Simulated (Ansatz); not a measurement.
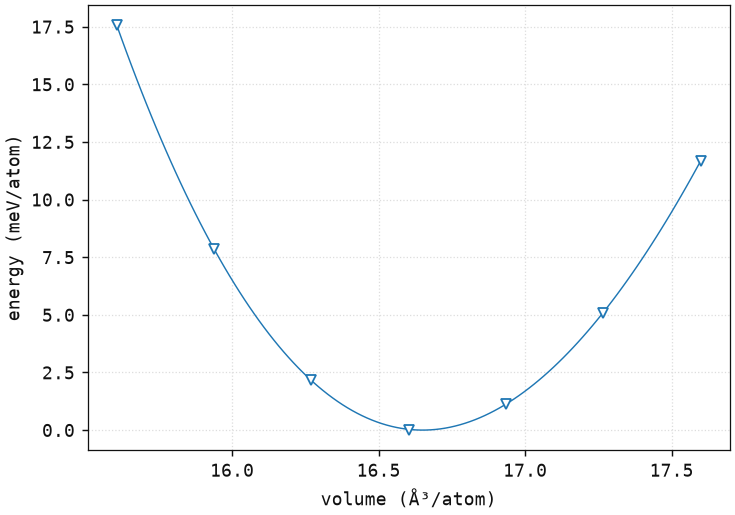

The picture above shows the energy against volume.

Calculation (Ansatz 0.2.0): plane-wave DFT, no spin polarisation; energies at scaled volumes of the given cell, shape and fractions fixed, counted from the fit's minimum, third-order Birch-Murnaghan fit. Level: BPBE.

For which of these solids was it computed?
A. ZnSe, F-43m (No. 216)
B. SnO, P4/nmm (No. 129)
C. Al, Fm-3m (No. 225)

Answer. C, Al: energy from 0.02 meV/atom to 17.56 meV/atom, V0 16.65 Å³/atom, B0 76.5 GPa. The others give: SnO, energy from 0.07 meV/atom to 50.54 meV/atom, V0 18.42 Å³/atom, B0 85 GPa; ZnSe, energy from 0.19 meV/atom to 40.17 meV/atom, V0 23.51 Å³/atom, B0 56.8 GPa.

For Al, limits of the calculation: the functional was run on potentials made for another functional.

For SnO, limits of the calculation: the functional was run on potentials made for another functional; shape and atomic fractions are frozen while scaling, which makes layered, chain and framework solids too stiff.

For ZnSe, limits of the calculation: the functional was run on potentials made for another functional.
